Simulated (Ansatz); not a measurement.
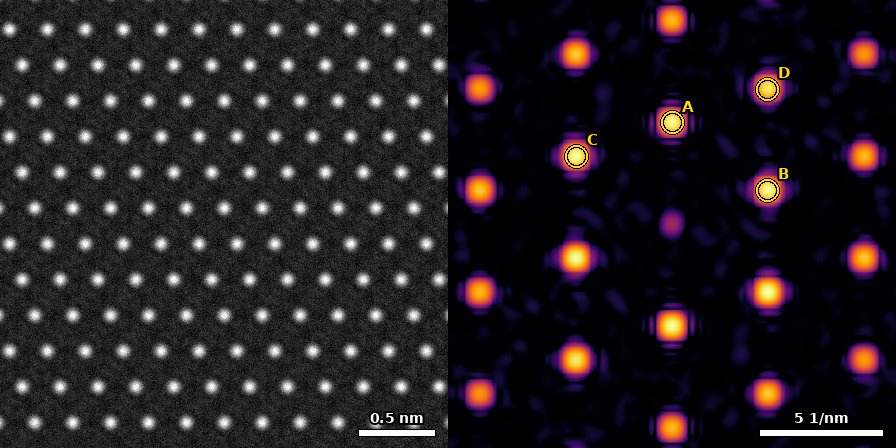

Phase-contrast TEM-like image of Ag (Fm-3m, No. 225) along [110]. Simulated in the weak-phase-object approximation with neutral-atom potentials: 200 kV, Cs = −13 µm, defocus +69 Å (negative is underfocus), defocus spread 8 Å, aperture 1.27 1/Å. Shot noise was added. Model: the input geometry of an electronic-structure calculation (not necessarily at equilibrium).

The right panel is the modulus of the image's Fourier transform on a logarithmic scale.

a = 4.145 Å, b = 4.145 Å, c = 4.145 Å, α = 90.00°, β = 90.00°, γ = 90.00°

Question: Index the marked spots and give their plane spacings (the zone axis points at the viewer; indices equivalent by symmetry, or all signs reversed, are as good).

Answer: A: (1 -1 -1), d = 2.39 Å; B: (1 -1 1), d = 2.39 Å; C: (0 0 -2), d = 2.07 Å; D: (2 -2 0), d = 1.47 Å. A and B enclose 71°, and every spot obeys the zone law hu + kv + lw = 0 for [110].
